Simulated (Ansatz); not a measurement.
# SbS$_{3}$: what the fields show

```cif
data_structure
_symmetry_space_group_name_H-M 'P 1'
_symmetry_Int_Tables_number 1
_cell_length_a 4.2317
_cell_length_b 4.2317
_cell_length_c 4.2317
_cell_angle_alpha 90.000
_cell_angle_beta 90.000
_cell_angle_gamma 90.000
_cell_volume 75.78
loop_
_atom_site_label
_atom_site_type_symbol
_atom_site_fract_x
_atom_site_fract_y
_atom_site_fract_z
_atom_site_occupancy
Sb1 Sb 0.00000 0.00000 0.00000 1
S1 S 0.00000 0.50000 0.50000 1
S2 S 0.50000 0.00000 0.50000 1
S3 S 0.50000 0.50000 0.00000 1
```

Space group Pm-3m; a structure generated by program, which may or may not match a known phase; computed without spin polarisation.

All numbers below come from Ansatz, DFT PBE, scalar-relativistic, plane waves, PAW.

Core electrons are frozen (PAW), and the valence fields are smoothed inside the atomic spheres.

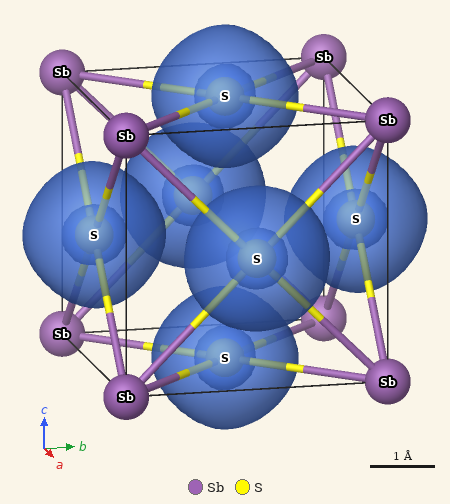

Figure 1. Isosurface of the ELF at 0.65 (blue), seen at an oblique angle. Only the valence region is drawn (cores and ρ < 0.01 e/Å³ removed). Sticks mark near contacts.

What do the ELF domains correspond to?

Answer. The surface consists of three regions wrapped around S (the valence shell of each), counted in one cell of 4 atoms. Any copies at cell faces, edges or corners count once. Along the contacts the grid gives the following. Sb–S (2.99 Å): the ELF peaks at about 0.85 in the valence shell of S, 0.8 Å from its nucleus, and drops to about 0.30 between the two atoms.

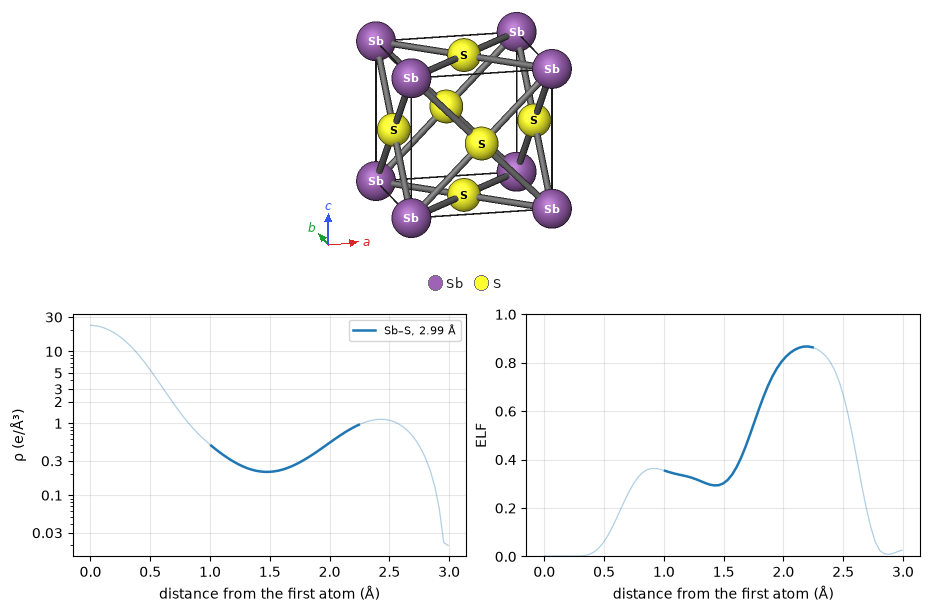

Figure 2. Valence electron density and electron localisation function along straight lines between neighbouring atoms. Thin, pale parts lie inside the atomic spheres. The structure is drawn too.

What can be read from the curves?

Answer. Sb–S (2.99 Å): ρ at the midpoint is about 0.21 e/Å³; the ELF peaks at about 0.85 in the valence shell of S, 0.8 Å from its nucleus, and drops to about 0.30 between the two atoms.

Does the calculation make it a metal, or give it a gap?

Answer. It is gapless in this calculation (a metal or semimetal).
